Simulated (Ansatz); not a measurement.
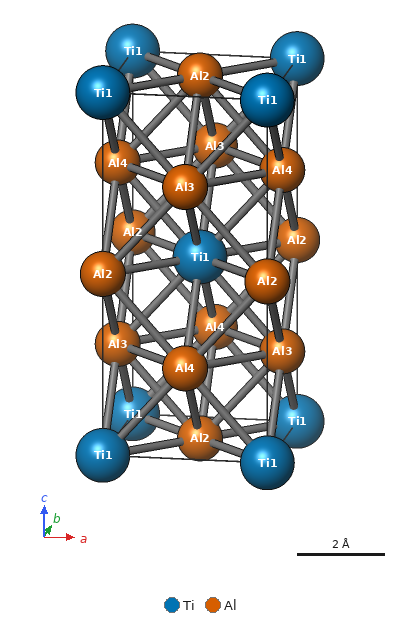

Figure 1. The structure (ball-and-stick view of the cell 2 times as large as that of the calculation, set on its symmetry axes, seen slightly off an axis; atoms are numbered from 1 in the order of the input).

Single-point calculation of TiAl$_{3}$

The run: single-point calculation of TiAl$_{3}$ (4 atoms in the cell). Method and program: DFT, PBE, plane waves, norm-conserving potentials, no spin polarisation (Ansatz 0.2.0).

The structure derives from a Materials Project entry. Figures and captions count atoms from 1; the log counts them from 0 in places.

## The program's output
```
Engine: ansatz 0.2.0, aarch64-unknown-linux-gnu
Pseudopotentials: kind: nc
Pseudopotential: Ti, nc, valence charge 12, recommended cutoff 1155 eV (normal), Ti.nc.azcp
Pseudopotential: Al, nc, valence charge 3, recommended cutoff 544.227725 eV (normal), Al.nc.azcp
Functional definition: PBE
  parameter kappa = 0.804
  parameter beta = 0.06672455060314922
  exchange = pbe_x(kappa = kappa, mu = beta*pi^2/3)
  correlation = pbe_c(beta = beta)
Crystal: 4 atoms, lattice volume = 65.664 Å³
Basis set: ecut = 1155 eV, 5817 PW (Γ), exchange–correlation on 120×120×120 points (8 copies of the dense FFT grid, shifted against one another)
Bands: 15, of which v1, the nominal top of the filled ones, is band 11 counted from 1 (10 counted from 0)
Symmetry: 16 space group operations
Space group: I4/mmm (ITA 139), of the structure as read, at distance tolerance 4.0e-5 Å
k-points: 349 of 4096
Non-local potential: Ti, projectors of the file, l = 0: 2, l = 1: 2, l = 2: 2
Non-local potential: Al, projectors of the file, l = 0: 2, l = 1: 2, l = 2: 2
Initial density: superposition of atomic densities (chi_scale 0.1, normalization cell, long waves kept (reshape's long-wave potential 0.00 eV rms))
Initial wavefunctions: pseudopotential atomic-orbital guess
Functional: x = pbe(κ = 0.804, μ = 0.2195149727645171), c = pbe(β = 0.06672455060314922)
SCF iter   1: F=—  HF=-2121.963806 eV  |F-HF|=—  |Δ(HF+E_count)|=         —  Δρ=2.84e-2  dr2=5.70e-1  ethr=3.10e-3  ⟨swp⟩=7.4  Hψ=35432  notcnv=0
SCF iter   2: F=—  HF=-2121.792146 eV  |F-HF|=—  |Δ(HF+E_count)|=   1.72e-1  Δρ=1.44e-2  dr2=1.47e-1  ethr=2.71e-3  ⟨swp⟩=3.2  Hψ=11392  notcnv=0  defer=59
SCF iter   3: F=—  HF=-2121.849397 eV  |F-HF|=—  |Δ(HF+E_count)|=   5.73e-2  Δρ=2.46e-2  dr2=6.36e-1  ethr=7.00e-4  ⟨swp⟩=4.0  Hψ=12816  notcnv=0  defer=59  recentre
SCF iter   4: F=—  HF=-2121.762704 eV  |F-HF|=—  |Δ(HF+E_count)|=   8.67e-2  Δρ=3.22e-3  dr2=7.95e-3  ethr=7.00e-4  ⟨swp⟩=3.9  Hψ=13481  notcnv=0  defer=44
SCF iter   5: F=—  HF=-2121.761443 eV  |F-HF|=—  |Δ(HF+E_count)|=   1.26e-3  Δρ=7.10e-4  dr2=1.73e-4  ethr=3.79e-5  ⟨swp⟩=2.4  Hψ=7463  notcnv=0  defer=44
SCF iter   6: F=—  HF=-2121.761415 eV  |F-HF|=—  |Δ(HF+E_count)|=   2.86e-5  Δρ=1.74e-4  dr2=6.19e-6  ethr=8.25e-7  ⟨swp⟩=2.9  Hψ=9969  notcnv=0  defer=44
SCF iter   7: F=—  HF=-2121.761396 eV  |F-HF|=—  |Δ(HF+E_count)|=   1.89e-5  Δρ=3.66e-5  dr2=3.40e-7  ethr=2.95e-8  ⟨swp⟩=2.6  Hψ=9278  notcnv=0  defer=44
SCF iter   8: F=-2121.761396 eV  HF=-2121.761396 eV  |F-HF|=5.56e-9  |Δ(HF+E_count)|=   1.19e-7  Δρ=7.20e-6  dr2=1.20e-8  ethr=4.76e-10  ⟨swp⟩=8.9  Hψ=29929  notcnv=0
SCF 1 converged in 8 iterations: F = -2121.761396 eV  dr2 = 1.20e-8
SCF converged after 8 iterations
Free energy (F): -2121.761396 eV
Harris-Foulkes:  -2121.761396 eV  (|F-HF|=5.56e-9)
Internal energy: -2121.752421 eV  (E = F + TS)
E sigma→0 (E₀):  -2121.756908 eV
Entropy (-TS):   -0.008974 eV (-2.244 meV/atom)
Fermi energy:    9.143699 eV
--- Per-component energies (eV) ---
  E_band       = -162.112650
  E_kinetic    = 722.594351
  E_local      = -1626.833003  (includes V_loc(G=0)·N_el)
  E_nonlocal   = 41.762383
  E_hartree    = 528.541746
  E_xc         = -641.282172
  E_vxc        = -356.717383  (∫ρ·V_xc dr)
  E_ewald      = -1146.535726
  E_smearing   = -0.008974  (= −TS)
  E_closure    = -0.000000  (closes the sum)
  Σ components = -2121.761396   (vs F -2121.761396, Δ=0.00e0)
--- Forces (eV/Å), atoms counted from 1 ---
  atom   1  Ti     0.00000000    -0.00000000    -0.00000000
  atom   2  Al     0.00000000     0.00000000    -0.00000000
  atom   3  Al     0.00000000     0.00000000     0.00000000
  atom   4  Al     0.00000000     0.00000000     0.00000000
  max |Σ_I F_I| component: 2.36e-31 eV/Å
--- Stress (GPa, compression-positive) ---
       -3.028846       0.000000      -0.000000
        0.000000      -3.028846       0.000000
       -0.000000       0.000000      -2.874026
  P = ⅓ Tr σ = -2.9772 GPa (-29.772 kbar)
--- Band table (eV; the first three rows and the last of 349) ---
  k-point 0: bands = ["-47.4423", "-23.7492", "-23.7492", "-23.6764", "-0.7389", "6.3005", "6.5655", "7.8233", "7.9580", "7.9580", "9.9395", "10.7946", "10.7946", "11.2934", "11.3724"]
  k-point 1: bands = ["-47.4422", "-23.7501", "-23.7500", "-23.6762", "-0.6599", "6.3668", "6.5268", "7.6931", "7.7295", "7.9438", "9.5667", "10.8817", "10.9110", "11.2023", "11.5440"]
  k-point 2: bands = ["-47.4420", "-23.7525", "-23.7520", "-23.6759", "-0.4245", "6.4127", "6.5534", "7.1146", "7.4996", "7.9130", "8.8252", "11.0053", "11.0553", "11.0648", "11.9136"]
  k-point 348: bands = ["-47.4422", "-23.7494", "-23.7494", "-23.6787", "0.8249", "1.7036", "7.2080", "8.2060", "8.2060", "8.9248", "9.8297", "9.8297", "10.0465", "12.1321", "13.4994"]
```

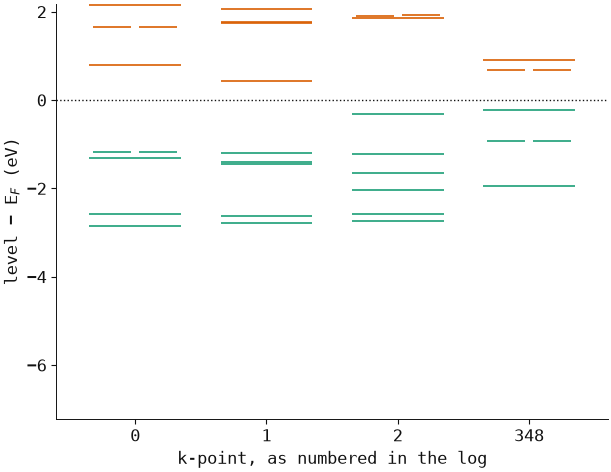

Figure 2. Kohn–Sham levels near the Fermi level (dotted) at the few k-points that the log prints; levels within 0.02 eV of each other stand side by side. The system is metallic on the full mesh.

The run was set up as follows.

## Input file
```yaml
crystal:
  lattice:
    - [-1.9417110382, 1.9417110382, 4.3540947484]
    - [1.9417110382, -1.9417110382, 4.3540947484]
    - [1.9417110382, 1.9417110382, -4.3540947484]
  atoms:
    - { symbol: Ti, position: [0.0, 0.0, 0.0] }
    - { symbol: Al, position: [0.5, 0.5, 0.0] }
    - { symbol: Al, position: [0.75, 0.25, 0.5] }
    - { symbol: Al, position: [0.25, 0.75, 0.5] }
kpoints:
  mp_grid: { grid: [16, 16, 16] }
hamiltonian:
  xc: pbe
  pseudopotentials: { kind: nc }
scf:
  occupations: { method: gaussian, width: 0.1 }
  mixing: { preconditioner: none }
output:
  forces: true
  eigenvalues: true
  stress: true
```

Launched with:
```bash
ansatz run input.yaml --threads 1 --pin off --max-ram 2560MiB --backend cpu --events-out ev --progress --plain --runs-dir out
```

## Key numbers

```json
{"quantity": "outcome", "value": "converged"}
{"quantity": "space group (tolerance 0.01 Å)", "value": "I4/mmm (139)"}
{"quantity": "electrons treated", "value": "21"}
{"quantity": "free energy", "value": "−2121.7614 eV"}
{"quantity": "Fermi energy", "value": "9.144 eV"}
{"quantity": "gap on the k-point mesh", "value": "none (metallic)"}
{"quantity": "pressure", "value": "−2.98 GPa"}
{"quantity": "largest force (length of the vector)", "value": "under 0.001 eV/Å"}
{"quantity": "hardware", "value": "1 thread of Arm Neoverse V1, 24 GiB of memory available, shared host"}
{"quantity": "wall time", "value": "90 s"}
{"quantity": "peak memory", "value": "1.2 GiB"}
```

## Notes

Settings chosen away from the usual ones: hamiltonian.pseudopotentials set to {"kind": "nc"}; scf.mixing.preconditioner set to none; basis.ecutwfc removed.
